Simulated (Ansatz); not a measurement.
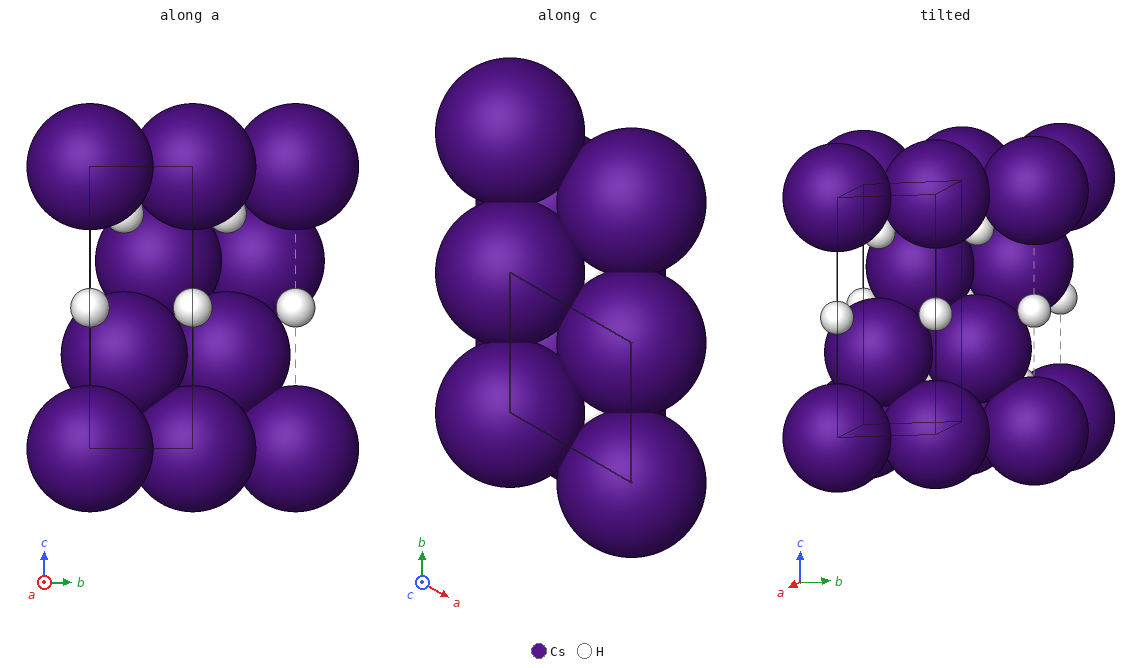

Space-filling drawing of the structure, looking along the a axis, along the c axis and slightly off an axis. A block of 1×2×1 cells is shown, with one conventional unit cell in solid outline. Cell: a = 4.558 Å, b = 4.558 Å, c = 10.834 Å, α = 90.00°, β = 90.00°, γ = 120.00°.

Its composition is CsH. Its lattice is rhombohedral (trigonal R), its space group R-3m (No. 166). The cell has 6 atoms, namely 3 Cs, 3 H. Each Cs has six H in an octahedral arrangement at about 3.2 Å. The neighbours of H are six Cs in an octahedral arrangement at about 3.2 Å.

The structure comes from a structure listed in the Materials Project. The cell was then strained or its atoms displaced on purpose. Ansatz was used for an electronic-structure calculation on it.
